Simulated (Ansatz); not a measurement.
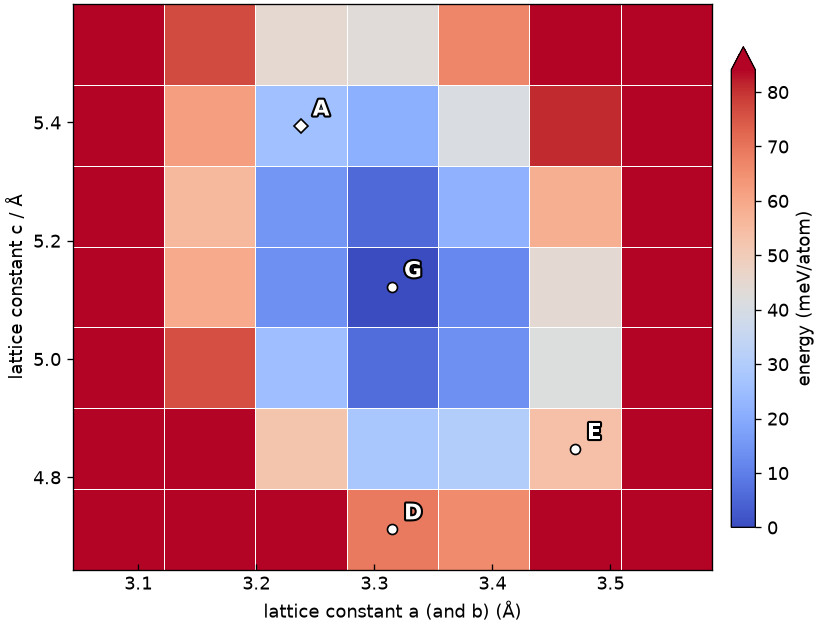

MgO (P6_3mc, No. 186; 4 atoms in the cell). The energy is mapped over the lattice constants a and c of the conventional cell. First axis: lattice constant a (and b). Second axis: lattice constant c. Nothing is relaxed (fractional coordinates fixed). The scan uses a 7 × 7 grid. Points are written as (first, second). All energies are given in meV/atom relative to the lowest grid point. Method: DFT PBE, scalar-relativistic, plane waves, PAW (Ansatz). Settings: cutoff 520 eV, k-mesh 9×9×6 in the order of the run's cell vectors, gaussian smearing 0.05 eV, no spin polarisation.

The picture shows one coloured cell a grid point, one colour for all values above the top of the scale, lettered points.

**Is A the lowest point of the computed grid?**

No. A lies 26 meV/atom above the lowest grid point, which is at (3.315 Å, 5.122 Å).

**What kind of point is each of E, G: minimum, saddle, maximum or slope?**

E: on a slope; G: minimum. (In these two coordinates alone; a stationary point may lie a little off the grid point.)

**Rank the lettered points by energy, lowest first.**

G (0 meV/atom), A (26 meV/atom), E (54 meV/atom), D (69 meV/atom).

PAW datasets: the set soft_1.
